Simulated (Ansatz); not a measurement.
A periodic structure is given below.

```
Mg O
1.0
     4.25359    0.00000    0.00000
     0.00000    4.25359    0.00000
     0.00000    0.00000    4.25359
Mg O
4 4
Direct
  0.00000 0.50000 0.00000
  0.00000 0.00000 0.50000
  0.50000 0.50000 0.50000
  0.50000 0.00000 0.00000
  0.00000 0.00000 0.00000
  0.00000 0.50000 0.50000
  0.50000 0.00000 0.50000
  0.50000 0.50000 0.00000
```

Question: What does this file describe?

Answer: The structure is one of MgO. Space group Fm-3m (No. 225), lattice face-centred cubic. Its structure type: rock salt (NaCl type). With Z = 4, the cell contains 4 Mg, 4 O. Each Mg atom is coordinated by six O in an octahedral arrangement at 2.13 Å. About every O there are six Mg in an octahedral arrangement at 2.13 Å. The bonds build a three-dimensional framework.

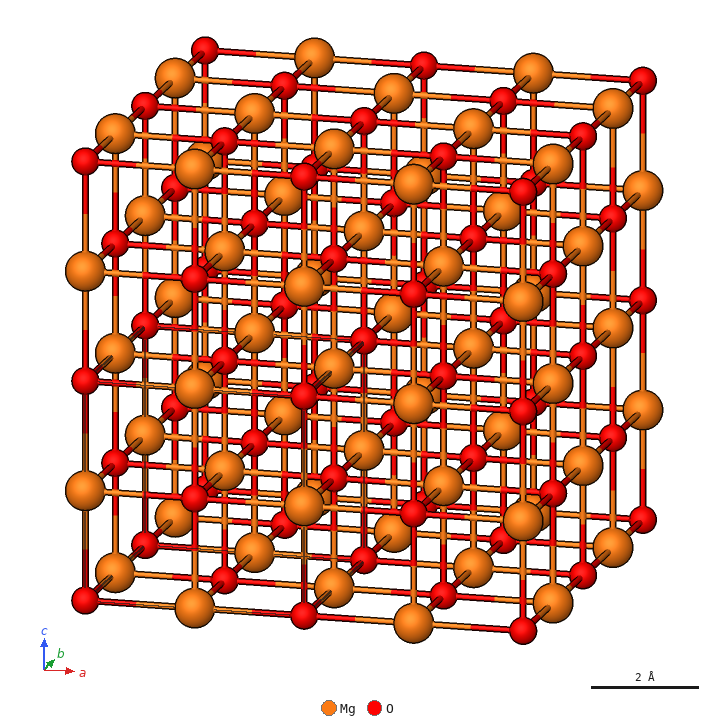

Drawn in the ball-and-stick manner and seen slightly off an axis. Shown are 2×2×2 repeats of the conventional unit cell, one of them outlined in solid lines. Colours: magnesium orange, oxygen red.

Provenance: a structure listed in the Materials Project. The atoms were relaxed in a fixed cell with DFT PBE, scalar-relativistic, plane waves, PAW in Ansatz.
